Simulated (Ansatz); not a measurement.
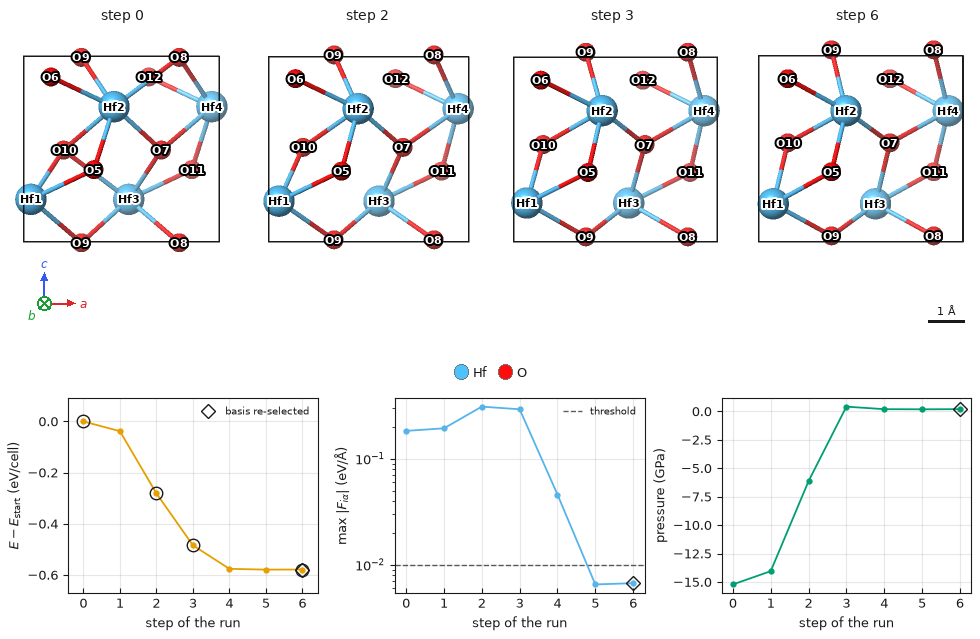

Frames of a relaxation of crystalline HfO2 (set up in Pca2_1), marked on the history of the run. Style: ball-and-stick. Shown: the cell of the calculation, along the b axis.

Case: volume × 1.10, shape and atoms relaxed.

Computed with Ansatz 0.2.0, DFT r2SCAN, scalar-relativistic, plane waves, PAW.

Input file:
```yaml
crystal:
  lattice:
    - [5.4908452917, 0.0, 0.0]
    - [0.0, 5.142374463, 0.0]
    - [0.0, 0.0, 5.2022673642]
  atoms:
    - { symbol: Hf, position: [0.0375178482, 0.2618156643, 0.2289351407] }
    - { symbol: Hf, position: [0.4624821518, 0.2618156643, 0.7289351407] }
    - { symbol: Hf, position: [0.5375178482, 0.7381843357, 0.2289351407] }
    - { symbol: Hf, position: [0.9624821518, 0.7381843357, 0.7289351407] }
    - { symbol: O, position: [0.3598863362, 0.0534580212, 0.3891955539] }
    - { symbol: O, position: [0.1401136638, 0.0534580212, 0.8891955539] }
    - { symbol: O, position: [0.7042464999, 0.479707531, 0.4948693054] }
    - { symbol: O, position: [0.7957535001, 0.479707531, 0.9948693054] }
    - { symbol: O, position: [0.2957535001, 0.520292469, 0.9948693054] }
    - { symbol: O, position: [0.2042464999, 0.520292469, 0.4948693054] }
    - { symbol: O, position: [0.8598863362, 0.9465419788, 0.3891955539] }
    - { symbol: O, position: [0.6401136638, 0.9465419788, 0.8891955539] }
basis:
  ecutwfc: 500
kpoints:
  mp_grid: { grid: [6, 6, 6] }
hamiltonian:
  xc: r2scan
scf:
  occupations: { method: gaussian, width: 0.02 }
output:
  forces: true
  stress: true
  eigenvalues: true
relax:
  adjacent_minimum: "off"
  f_tol: 0.01
  max_steps: 30
  cell: { stress_tol: 0.1, fix: [volume] }
```

Launched with:
```bash
ansatz run input.yaml --threads 4 --pin off --max-ram 10240MiB --backend cpu --events-out ev --progress --plain --runs-dir out
```

Question: Describe the path.

Answer: The energy falls by 0.579 eV per cell of the calculation in 5 accepted moves (6 points after the start). Largest force component: 0.18 eV/Å at the start, 0.0067 eV/Å at the end. The pressure goes from −15.21 to 0.20 GPa. At 1 point the geometry stayed and the basis and grid were re-selected for the new cell (energy shift of 0.4 meV per cell of the calculation at most each time). The largest moves relative to the cell, 0.46 Å, are those of O7, O8, O9 and O10. O10 goes along [−3 −2 2]. By element the largest moves are O 0.46 Å, Hf 0.24 Å. The drawn cell changes at constant volume: a 5.491 → 5.736 Å (+4.5 %), b 5.142 → 4.905 Å (−4.6 %), c 5.202 → 5.220 Å (+0.3 %). Some distances before and after: Hf1–O7 2.553 → 3.285 Å, Hf1–Hf2 3.494 → 3.315 Å, Hf1–O9 2.293 → 2.169 Å, Hf1–O8 2.121 → 2.036 Å. Among the angles between lasting bonds that change: O7–Hf3–O12 137.4° → 157.3°, O5–Hf3–O7 115.5° → 96.2°, Hf1–O8–Hf3 112.8° → 127.6°. The space group (tolerance 0.01 Å) goes from Pca2_1 (No. 29) to Pbcn (No. 60). The run took 3.2 min on 4 threads of Oxide Virtual Turin-like Processor (Zen 5) (shared host), peak memory 1.4 GiB. From step 0 to 2: O atoms move most (0.22 Å), energy −0.281 eV per cell of the calculation. From step 2 to 3: O atoms move most (0.20 Å), energy −0.203 eV per cell of the calculation. From step 3 to 6: O atoms move most (0.08 Å), energy −94.6 meV per cell of the calculation.

```csv
step,"E − E(0), meV/atom","largest force component, eV/Å","pressure, GPa",note
0,0.00,0.1830,-15.21,
1,-3.16,0.1935,-14.04,
2,-23.41,0.3098,-6.13,
3,-40.34,0.2926,0.42,
4,-48.00,0.0459,0.19,
5,-48.26,0.0065,0.18,
6,-48.22,0.0067,0.20,"same geometry, new basis"
```
